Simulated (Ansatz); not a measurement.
# Single-point calculation of Ca32S32 (part 2 of 2)

Continued. System: Ca32S32 (Fm-3m, 64 atoms in the cell). Method: DFT, HSE06, PAW, plane waves (Ansatz 0.2.0); cutoff 420 eV, 1×1×1 k-mesh, Fermi–Dirac smearing of 0.01 eV. The structure was built on a prototype by a generator.

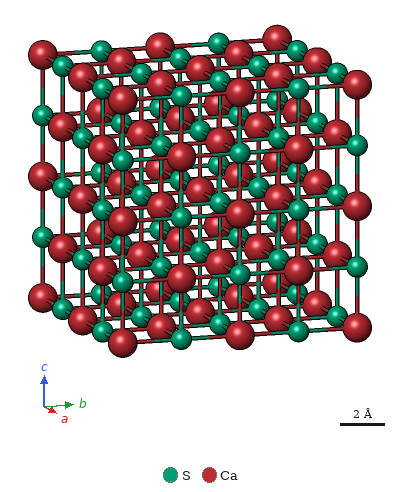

**Figure 1.** The input geometry (ball-and-stick view of the cell of the calculation, seen slightly off an axis).

## Output, continued
```
  atom  60  Ca    -0.00000000     0.00000000     0.00000000
  atom  61  Ca    -0.00000000    -0.00000000    -0.00000000
  atom  62  Ca    -0.00000000     0.00000000    -0.00000000
  atom  63  Ca    -0.00000000     0.00000000     0.00000000
  atom  64  Ca    -0.00000000     0.00000000    -0.00000000
  max |Σ_I F_I| component: 7.86e-22 eV/Å
--- Band table (eV) ---
  k-point 0: bands = ["-36.4345", "-36.4249", "-36.4249", "-36.4249", "-36.4249", "-36.4249", "-36.4249", "-36.4200", "-36.4200", "-36.4200", ... 110 levels left out ..., "-15.9515", "-15.9515", "-15.9515", "-15.9515", "-15.9515", "-15.9410", "-15.9410", "-15.9410", "-6.9068", "-6.4107", "-6.4107", "-6.4107", "-6.4107", "-6.4107", "-6.4107", "-6.1565", "-6.1565", "-6.1565", "-6.0711", "-6.0711", "-6.0711", "-6.0711", "-6.0711", "-6.0711", "-6.0711", "-6.0711", "-6.0711", "-6.0711", "-6.0711",
      "-6.0711", "-6.0122", "-6.0122", "-6.0122", "-6.0122", "-6.0122", "-6.0122", "-5.9191", "-5.9191", "-5.9191", "-5.9191", "2.1934", "2.1934", "2.1934", "2.1934", "2.9199", "2.9199", "2.9199", "2.9199", "2.9199", "2.9199", "2.9199", "2.9199", "2.9199", "2.9199", "2.9199", "2.9199", "3.0755", "3.0755", "3.0755", "3.5010", "3.5010", "3.5010", "3.5010", "3.5010", "3.5010", "3.6653", "3.6653", "3.6653", "3.6653",
      "3.6653", "3.6653", "3.6653", "3.6653", "3.6653", "3.6653", "3.6653", "3.6653", "3.9567", "3.9567", "3.9567", "3.9567", "3.9567", "3.9567", "4.1805", "4.1805", "4.1805", "4.1805", "4.1805", "4.1805", "4.1805", "4.1805", "4.1805", "4.1805", "4.1805", "4.1805", "4.4219", "4.4219", "4.4219", "4.4219", "4.4219", "4.4219", "4.4219", "4.4219", "4.4873", "4.4873", "4.4873", "4.4873", "4.4873", "4.4873",
      "4.4873", "4.4873", "4.4873", "4.4873", "4.4873", "4.4873", "4.7639", "4.7639", "4.7639", "4.7639", "4.7639", "4.7639", "5.0936", "5.0936", "5.0936", "5.0936", "5.0936", "5.0936", "5.0936", "5.0936", "5.0936", "5.0936", "5.0936", "5.0936", "5.6969", "5.6969", "5.6969", "9.0103", "9.0103", "9.0103", "9.8736", "9.8736", "9.8736", "9.8736", "9.8736", "9.8736", "11.1087", "11.1403", "11.1403", "11.1403",
      "11.8506", "11.8506", "11.8528", "11.8528", "11.8528", "11.8528", "11.8528", "11.8528", "11.8528", "11.8528", "11.8528", "11.8528", "11.8528", "11.8528", "11.9379", "11.9379", "11.9379", "11.9379", "12.1853", "12.1853", "12.1853", "12.1853", "12.1853", "12.1853", "12.1853", "12.1853", "12.1853", "12.1853", "12.1853", "12.1853", "12.2837", "12.2837", "12.2837", "12.2837", "12.2837", "12.2837", "12.3242", "12.3242", "12.3242", "12.3242",
      "12.3242", "12.3242", "12.7088", "12.7088", "12.7088", "12.7088", "12.7088", "12.7088", "12.7088", "12.7088", "12.7088"]
--- Löwdin populations: 64 sites ---
  site symbol       q [e]
     0      S      7.3457
     1      S      7.3457
     2      S      7.3457
     3      S      7.3457
     4      S      7.3457
     5      S      7.3457
     6      S      7.3457
     7      S      7.3457
     8      S      7.3457
     9      S      7.3457
    10      S      7.3457
    11      S      7.3457
    12      S      7.3457
    13      S      7.3457
    14      S      7.3457
    15      S      7.3457
    16      S      7.3457
    17      S      7.3457
    18      S      7.3457
    19      S      7.3457
    20      S      7.3457
    21      S      7.3457
    22      S      7.3457
    23      S      7.3457
    24      S      7.3457
    25      S      7.3457
    26      S      7.3457
    27      S      7.3457
    28      S      7.3457
    29      S      7.3457
    30      S      7.3457
    31      S      7.3457
    32     Ca      8.4192
    33     Ca      8.4192
    34     Ca      8.4192
    35     Ca      8.4192
    36     Ca      8.4192
    37     Ca      8.4192
    38     Ca      8.4192
    39     Ca      8.4192
    40     Ca      8.4192
    41     Ca      8.4192
    42     Ca      8.4192
    43     Ca      8.4192
    44     Ca      8.4192
    45     Ca      8.4192
    46     Ca      8.4192
    47     Ca      8.4192
    48     Ca      8.4192
    49     Ca      8.4192
    50     Ca      8.4192
    51     Ca      8.4192
    52     Ca      8.4192
    53     Ca      8.4192
    54     Ca      8.4192
    55     Ca      8.4192
    56     Ca      8.4192
    57     Ca      8.4192
    58     Ca      8.4192
    59     Ca      8.4192
    60     Ca      8.4192
    61     Ca      8.4192
    62     Ca      8.4192
    63     Ca      8.4192
  spilling = 0.014694 (of n_electrons = 512.000000)
```

This output came from the following input.

## Input
```yaml
crystal:
  lattice:
    - [11.266438, 0.000000, 0.000000]
    - [0.000000, 11.266438, 0.000000]
    - [0.000000, 0.000000, 11.266438]
  atoms:
    - { symbol: S, position: [0.250000, 0.000000, 0.000000] }
    - { symbol: S, position: [0.250000, 0.000000, 0.500000] }
    - { symbol: S, position: [0.250000, 0.500000, 0.000000] }
    - { symbol: S, position: [0.250000, 0.500000, 0.500000] }
    - { symbol: S, position: [0.750000, 0.000000, 0.000000] }
    - { symbol: S, position: [0.750000, 0.000000, 0.500000] }
    - { symbol: S, position: [0.750000, 0.500000, 0.000000] }
    - { symbol: S, position: [0.750000, 0.500000, 0.500000] }
    - { symbol: S, position: [0.000000, 0.250000, 0.000000] }
    - { symbol: S, position: [0.000000, 0.250000, 0.500000] }
    - { symbol: S, position: [0.000000, 0.750000, 0.000000] }
    - { symbol: S, position: [0.000000, 0.750000, 0.500000] }
    - { symbol: S, position: [0.500000, 0.250000, 0.000000] }
    - { symbol: S, position: [0.500000, 0.250000, 0.500000] }
    - { symbol: S, position: [0.500000, 0.750000, 0.000000] }
    - { symbol: S, position: [0.500000, 0.750000, 0.500000] }
    - { symbol: S, position: [0.000000, 0.000000, 0.250000] }
    - { symbol: S, position: [0.000000, 0.000000, 0.750000] }
    - { symbol: S, position: [0.000000, 0.500000, 0.250000] }
    - { symbol: S, position: [0.000000, 0.500000, 0.750000] }
    - { symbol: S, position: [0.500000, 0.000000, 0.250000] }
    - { symbol: S, position: [0.500000, 0.000000, 0.750000] }
    - { symbol: S, position: [0.500000, 0.500000, 0.250000] }
    - { symbol: S, position: [0.500000, 0.500000, 0.750000] }
    - { symbol: S, position: [0.250000, 0.250000, 0.250000] }
    - { symbol: S, position: [0.250000, 0.250000, 0.750000] }
    - { symbol: S, position: [0.250000, 0.750000, 0.250000] }
    - { symbol: S, position: [0.250000, 0.750000, 0.750000] }
    - { symbol: S, position: [0.750000, 0.250000, 0.250000] }
    - { symbol: S, position: [0.750000, 0.250000, 0.750000] }
    - { symbol: S, position: [0.750000, 0.750000, 0.250000] }
    - { symbol: S, position: [0.750000, 0.750000, 0.750000] }
    - { symbol: Ca, position: [0.000000, 0.000000, 0.000000] }
    - { symbol: Ca, position: [0.000000, 0.000000, 0.500000] }
    - { symbol: Ca, position: [0.000000, 0.500000, 0.000000] }
    - { symbol: Ca, position: [0.000000, 0.500000, 0.500000] }
    - { symbol: Ca, position: [0.500000, 0.000000, 0.000000] }
    - { symbol: Ca, position: [0.500000, 0.000000, 0.500000] }
    - { symbol: Ca, position: [0.500000, 0.500000, 0.000000] }
    - { symbol: Ca, position: [0.500000, 0.500000, 0.500000] }
    - { symbol: Ca, position: [0.250000, 0.250000, 0.000000] }
    - { symbol: Ca, position: [0.250000, 0.250000, 0.500000] }
    - { symbol: Ca, position: [0.250000, 0.750000, 0.000000] }
    - { symbol: Ca, position: [0.250000, 0.750000, 0.500000] }
    - { symbol: Ca, position: [0.750000, 0.250000, 0.000000] }
    - { symbol: Ca, position: [0.750000, 0.250000, 0.500000] }
    - { symbol: Ca, position: [0.750000, 0.750000, 0.000000] }
    - { symbol: Ca, position: [0.750000, 0.750000, 0.500000] }
    - { symbol: Ca, position: [0.250000, 0.000000, 0.250000] }
    - { symbol: Ca, position: [0.250000, 0.000000, 0.750000] }
    - { symbol: Ca, position: [0.250000, 0.500000, 0.250000] }
    - { symbol: Ca, position: [0.250000, 0.500000, 0.750000] }
    - { symbol: Ca, position: [0.750000, 0.000000, 0.250000] }
    - { symbol: Ca, position: [0.750000, 0.000000, 0.750000] }
    - { symbol: Ca, position: [0.750000, 0.500000, 0.250000] }
    - { symbol: Ca, position: [0.750000, 0.500000, 0.750000] }
    - { symbol: Ca, position: [0.000000, 0.250000, 0.250000] }
    - { symbol: Ca, position: [0.000000, 0.250000, 0.750000] }
    - { symbol: Ca, position: [0.000000, 0.750000, 0.250000] }
    - { symbol: Ca, position: [0.000000, 0.750000, 0.750000] }
    - { symbol: Ca, position: [0.500000, 0.250000, 0.250000] }
    - { symbol: Ca, position: [0.500000, 0.250000, 0.750000] }
    - { symbol: Ca, position: [0.500000, 0.750000, 0.250000] }
    - { symbol: Ca, position: [0.500000, 0.750000, 0.750000] }
kpoints:
  mp_grid: { grid: [1, 1, 1] }
hamiltonian:
  xc: hse06
scf:
  occupations: { method: fermi_dirac, width: 0.01 }
output:
  forces: true
  eigenvalues: true
  populations: true
  eigenstates: { kpoints: [[0, 0, 0]], e_range: [-6.0, 6.0], localisation: true }
```

Run as:
```bash
ansatz run in.yaml --threads 8 --pin off --max-ram 17100MiB --runs-dir r --events-out ev --progress --plain
```

## Results in brief

```json
{"quantity": "outcome", "value": "converged"}
{"quantity": "space group (tolerance 0.01 Å)", "value": "Fm-3m (225)"}
{"quantity": "electrons treated", "value": "512"}
{"quantity": "free energy", "value": "−87191.3066 eV"}
{"quantity": "Fermi energy", "value": "7.354 eV"}
{"quantity": "largest force (length of the vector)", "value": "under 0.001 eV/Å"}
{"quantity": "hardware", "value": "8 threads of Arm Neoverse-V2, 18 GiB of memory available, shared host"}
{"quantity": "wall time", "value": "5.4 min (CPU time 42 min)"}
{"quantity": "peak memory", "value": "8.2 GiB"}
```

## Notes

The k-point mesh is coarse for a cell of this size, so the results may not be converged.
